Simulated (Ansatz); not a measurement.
Consider GaCuSe2.

```cif
data_structure
_symmetry_space_group_name_H-M 'P 1'
_symmetry_Int_Tables_number 1
_cell_length_a 5.6083
_cell_length_b 5.6083
_cell_length_c 11.0986
_cell_angle_alpha 90.000
_cell_angle_beta 90.000
_cell_angle_gamma 90.000
_cell_volume 349.08
loop_
_atom_site_label
_atom_site_type_symbol
_atom_site_fract_x
_atom_site_fract_y
_atom_site_fract_z
_atom_site_occupancy
Ga1 Ga 0.00000 0.00000 0.50000 1
Ga2 Ga 0.50000 0.50000 0.00000 1
Ga3 Ga 0.50000 0.00000 0.25000 1
Ga4 Ga 0.00000 0.50000 0.75000 1
Cu1 Cu 0.00000 0.00000 0.00000 1
Cu2 Cu 0.50000 0.50000 0.50000 1
Cu3 Cu 0.00000 0.50000 0.25000 1
Cu4 Cu 0.50000 0.00000 0.75000 1
Se1 Se 0.24636 0.25000 0.12500 1
Se2 Se 0.74636 0.75000 0.62500 1
Se3 Se 0.75000 0.25364 0.37500 1
Se4 Se 0.25000 0.75364 0.87500 1
Se5 Se 0.25364 0.25000 0.62500 1
Se6 Se 0.75364 0.75000 0.12500 1
Se7 Se 0.25000 0.74636 0.37500 1
Se8 Se 0.75000 0.24636 0.87500 1
```

Space group I-42d; started from the measured structure prototype, which need not be the ambient phase; computed pressure about 3 GPa in this cell.

Computed with Ansatz 0.2.0, DFT, PBE with spin-orbit coupling, plane waves, PAW.

Q: Predict the valence pseudo-density and electron localisation function between the atoms.

A: Cu–Se (2.41 Å): the density is about 0.48 e/Å³ at the midpoint; the ELF is about 0.45 at the midpoint.
Ga–Se (2.43 Å): the density is about 0.52 e/Å³ at the midpoint; the ELF is about 0.70 at the midpoint.

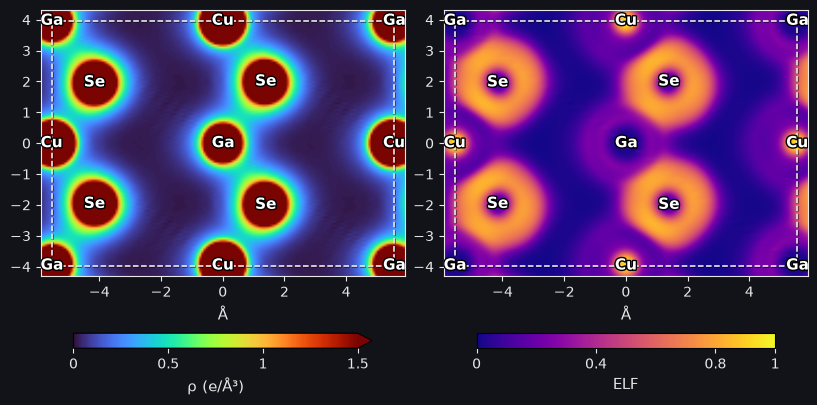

Computed valence pseudo-density and electron localisation function on the (11̄0) plane of the conventional cell, in this order. 

Core electrons are frozen (PAW), and the valence fields are smoothed inside the atomic spheres.
